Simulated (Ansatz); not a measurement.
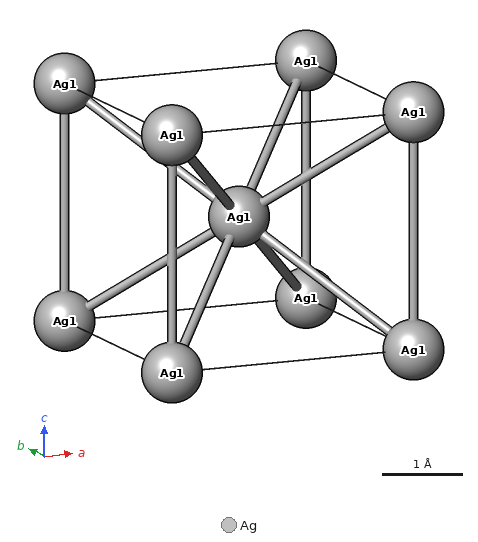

Figure 1. The input geometry (ball-and-stick view of the cell 2 times as large as that of the calculation, set on its symmetry axes, seen slightly off an axis; atoms are numbered from 1 in the order of the input). An atom can appear more than once, as a periodic image.

**Ag: single-point calculation**

The run: single-point calculation of Ag (I4/mmm, 1 atom in the cell). Method and program: DFT PBEsol, scalar-relativistic, plane waves, PAW, no spin polarisation (Ansatz 0.2.0).

The structure derives from an entry of the Crystallography Open Database. It belongs to a series of runs on one base structure; here: ratio of the length along z to the lengths across it x 0.65, volume and fractional coordinates fixed. Figures and captions count atoms from 1; the log counts them from 0 in places.

Input:
```yaml
crystal:
  lattice:
    - [0.0, 2.358586662, 1.5330813303]
    - [2.358586662, 0.0, 1.5330813303]
    - [2.358586662, 2.358586662, 0.0]
  atoms:
    - { symbol: Ag, position: [0.0, 0.0, 0.0] }
basis:
  ecutwfc: 420
kpoints:
  mp_grid: { grid: [22, 22, 22] }
hamiltonian:
  xc: pbesol
scf:
  occupations: { method: gaussian, width: 0.15 }
output:
  forces: true
  stress: true
  eigenvalues: true
  write_density: true
  write_potential: true
  elf: true
  volumetric_format: npy
```

Machine: 1 thread of AMD EPYC (Zen 5), 176 GiB of memory available, shared host.

Command:
```bash
ansatz run input.yaml --threads 1 --pin off --max-ram 2560MiB --backend cpu --events-out ev --progress --plain --runs-dir out
```

The program's output:
```
Engine: ansatz 0.2.0, x86_64-unknown-linux-gnu
Pseudopotentials: kind: paw
Pseudopotential: Ag, paw, valence charge 19, recommended cutoff 420 eV (normal), Ag.paw.azcp
Functional definition: PBEsol
  exchange = pbesol_x
  correlation = pbesol_c
Crystal: 1 atoms, lattice volume = 17.057 Å³
Basis set: ecut = 420 eV, 353 PW (Γ), exchange–correlation on 40×40×48 points (8 copies of the dense FFT grid, shifted against one another)
Bands: 14, of which v1, the nominal top of the filled ones, is band 10 counted from 1 (9 counted from 0)
Symmetry: 16 space group operations
Space group: I4/mmm (ITA 139), of the structure as read, at distance tolerance 2.6e-5 Å
k-points: 834 of 10648
Non-local potential: Ag, projectors of the file, l = 0: 3, l = 1: 2, l = 2: 2, l = 3: 1
PAW form: soft (Blöchl's): semilocal exchange-correlation on the pseudo side does not see the compensation charge
PAW frozen core: Ag, regenerated for the run's functional, and the local potential with it (the file was generated under x = pbe(κ = 0.804, μ = 0.2195149727645171), c = pbe(β = 0.06672455060314922))
PAW one-centre angular grid: Ag, 590 points (default); XC on 64 Gauss nodes
Initial density: superposition of atomic densities (neutral atoms: chi_scale 0, normalization atom), corrected by the library's trained network
Initial wavefunctions: pseudopotential atomic-orbital guess
Functional: x = pbesol(κ = 0.804, μ = 0.12345679012345678), c = pbesol(β = 0.046)
SCF iter   1: F=—  HF=-7522.216047 eV  |F-HF|=—  |Δ(HF+E_count)|=         —  Δρ=1.03e-2  dr2=1.66e-2  ethr=1.77e-3  ⟨swp⟩=4.4  Hψ=55916  notcnv=0
preconditioner: auto → none  [metal: Δε(μ)=0.005 eV  Ē_g=16.241 eV  σ=0.150 eV  W_gap=0.02  n_scr=4 (ndim 8)  ℏωp=29.8 eV  f_vac=0.000  D(μ)=0.36/eV (n_scr^D=0)  sad-step TF]
SCF iter   2: F=—  HF=-7522.211471 eV  |F-HF|=—  |Δ(HF+E_count)|=   4.58e-3  Δρ=2.72e-3  dr2=1.17e-3  ethr=8.75e-5  ⟨swp⟩=1.7  Hψ=20638  notcnv=0
SCF iter   3: F=—  HF=-7522.211136 eV  |F-HF|=—  |Δ(HF+E_count)|=   3.35e-4  Δρ=8.75e-4  dr2=3.92e-5  ethr=6.15e-6  ⟨swp⟩=2.2  Hψ=15287  notcnv=0
SCF iter   4: F=—  HF=-7522.211131 eV  |F-HF|=—  |Δ(HF+E_count)|=   5.15e-6  Δρ=1.31e-4  dr2=1.16e-6  ethr=2.06e-7  ⟨swp⟩=2.4  Hψ=19159  notcnv=0
iter 5 did not close the SCF: its close was put off for the readings that it lacked (scf_convergence_deferred on its scf_iter line)
SCF iter   5: F=-7522.211132 eV  HF=-7522.211132 eV  |F-HF|=1.60e-9  |Δ(HF+E_count)|=   3.11e-7  Δρ=8.92e-6  dr2=5.74e-9  ethr=6.13e-9  ⟨swp⟩=2.0  Hψ=19094  notcnv=0
SCF iter   6: F=-7522.211132 eV  HF=-7522.211132 eV  |F-HF|=6.55e-11  |Δ(HF+E_count)|=  7.63e-10  Δρ=7.65e-7  dr2=8.17e-11  ethr=3.02e-11  ⟨swp⟩=5.2  Hψ=59930  notcnv=0
SCF 1 converged in 6 iterations: F = -7522.211132 eV  dr2 = 8.17e-11
  greatest PAW one-centre occupation: 1.001 electrons in one spin orbital (limit 2), on the Ag atom at site 0 (counted from 0), in its partial waves of l = 0
SCF converged after 6 iterations
Free energy (F): -7522.211132 eV
Harris-Foulkes:  -7522.211132 eV  (|F-HF|=6.55e-11)
Internal energy: -7522.207255 eV  (E = F + TS)
E sigma→0 (E₀):  -7522.209193 eV
Entropy (-TS):   -0.003877 eV (-3.877 meV/atom)
Fermi energy:    17.171135 eV
--- Per-component energies (eV) ---
  E_band       = -236.801682
  E_kinetic    = 527.241043
  E_local      = -2195.282169  (includes V_loc(G=0)·N_el)
  E_nonlocal   = 82.540173
  E_hartree    = 997.095790
  E_xc         = -183.646573
  E_vxc        = -234.319063  (∫ρ·V_xc dr)
  E_paw        = -3834.534968  (= ΣΔE_a)
  E_vpaw       = -411.174094  (= ΣTr[D̂ρ^β])
  E_aug_tail   = 0.000279  (compensation charges beyond the density's cutoff)
  E_ewald      = -2915.943568
  E_core_change = 0.322739  (= ΣΔE_core)
  E_smearing   = -0.003877  (= −TS)
  E_closure    = -0.000000  (closes the sum)
  Σ components = -7522.211132   (vs F -7522.211132, Δ=0.00e0)
--- Forces (eV/Å), atoms counted from 1 ---
  atom   1  Ag    -0.00000000     0.00000000     0.00000000
  max |Σ_I F_I| component: 2.47e-32 eV/Å
--- Stress (GPa, compression-positive) ---
       -1.692428       0.000000       0.000000
        0.000000      -1.692428       0.000000
        0.000000       0.000000      -1.927798
  P = ⅓ Tr σ = -1.7709 GPa (-17.709 kbar)
--- Band table (eV; the first three rows and the last of 834) ---
  k-point 0: bands = ["-74.6885", "-38.0994", "-38.0978", "-38.0978", "9.3250", "12.0422", "12.4611", "12.4611", "13.3629", "13.8412", "34.3803", "34.3803", "36.0184", "40.7331"]
  k-point 1: bands = ["-74.6881", "-38.1023", "-38.0991", "-38.0984", "9.3963", "12.0553", "12.4599", "12.4685", "13.3673", "13.8240", "34.3428", "34.4292", "35.8549", "39.8408"]
  k-point 2: bands = ["-74.6869", "-38.1124", "-38.1029", "-38.0989", "9.6057", "12.0697", "12.4553", "12.5159", "13.3825", "13.7787", "34.1702", "34.5683", "35.3112", "38.9427"]
  k-point 833: bands = ["-74.6546", "-38.2350", "-38.2350", "-38.2089", "10.8201", "10.8284", "14.3837", "14.3837", "14.5048", "23.2070", "23.2070", "25.7378", "29.2032", "29.8889"]
```

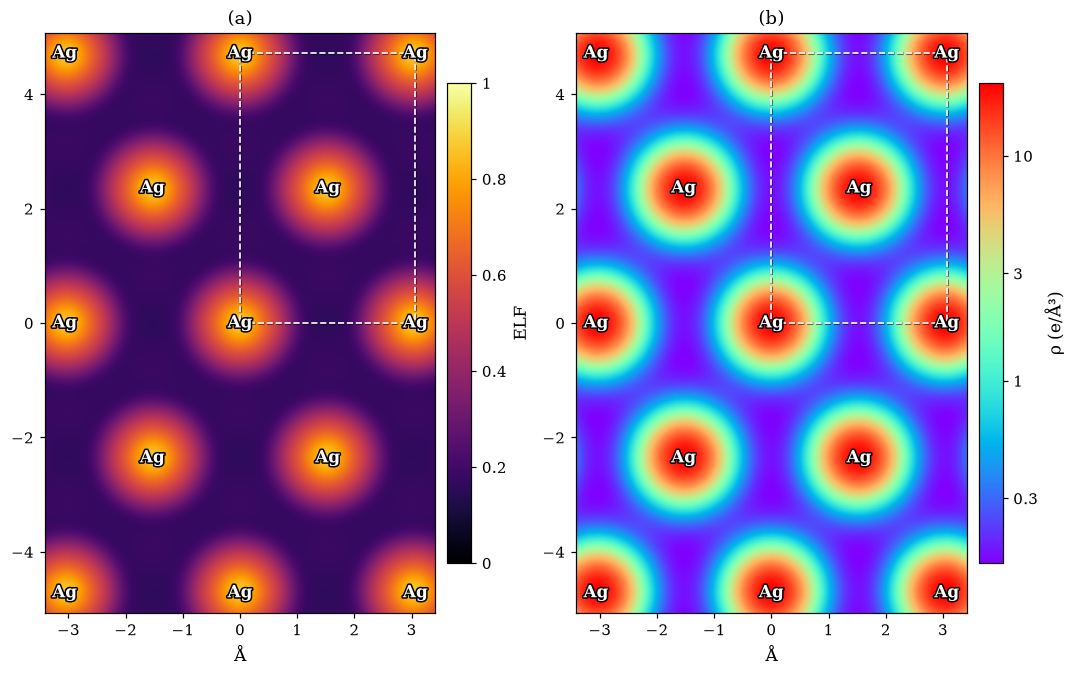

Figure 2. (a) ELF; (b) valence electron density on the (110) plane of the conventional cell. The section cuts through Ag sites. Ag–Ag (2.81 Å): ρ at the midpoint is about 0.24 e/Å³; the ELF is about 0.15 at the midpoint (no shared electron pair). Ag–Ag (3.07 Å): ρ at the midpoint is about 0.17 e/Å³; the ELF is about 0.15 at the midpoint; no localised pair between them. Away from the nuclei the density in this plane falls to 0.15 e/Å³ at its lowest. The strong features right at Ag lie inside the PAW spheres (semicore, d or f shells) and say nothing about bonding. The fields are those of the smooth PAW valence density.

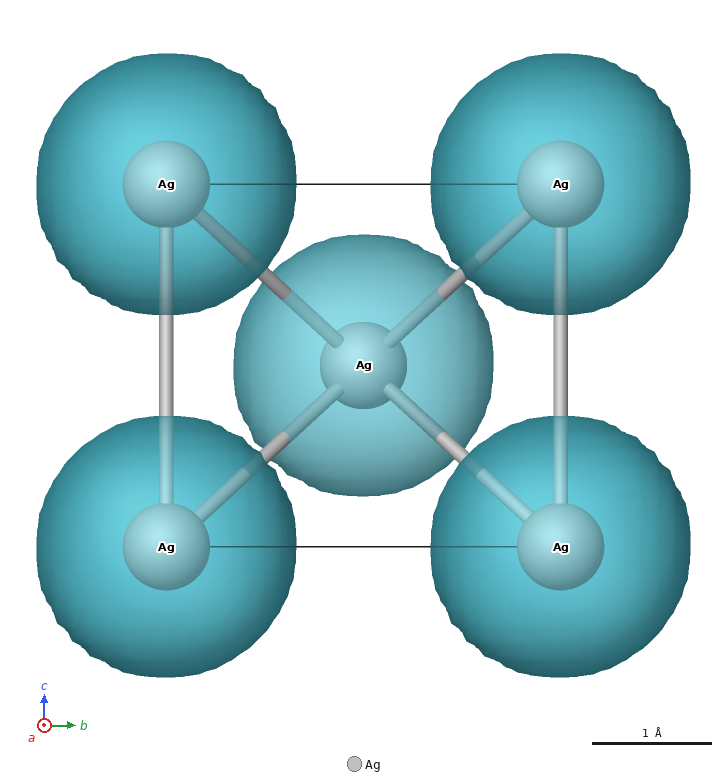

Figure 3. Isosurface of the valence charge density (pseudo) at 0.4 e/Å³ (cyan), seen along the a axis. Sticks mark near contacts. The outline is the cell set on symmetry axes. At this value the density breaks into separate islands; it holds about 85 % of the electrons treated as valence (semicore included). It is pinched off along the Ag–Ag (2.81 Å) and Ag–Ag (3.07 Å) contacts. On the grid the lowest density along these lines, outside the cores, is 0.24 e/Å³ (Ag–Ag, 2.81 Å) and 0.17 e/Å³ (Ag–Ag, 3.07 Å).

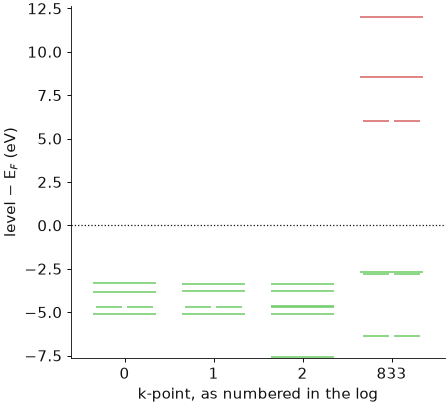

Figure 4. Kohn–Sham levels near the Fermi level (dotted) at the few k-points that the log prints; levels within 0.02 eV of each other stand side by side. The system is metallic on the full mesh.

Results in brief:

| quantity | value |
| --- | --- |
| outcome | converged |
| space group (tolerance 0.01 Å) | I4/mmm (139) |
| electrons treated | 19 |
| free energy | −7522.2111 eV |
| Fermi energy | 17.171 eV |
| gap on the k-point mesh | none (metallic) |
| pressure | −1.77 GPa |
| largest force (length of the vector) | under 0.001 eV/Å |
| wall time | 6.2 s |
| peak memory | 0.46 GiB |
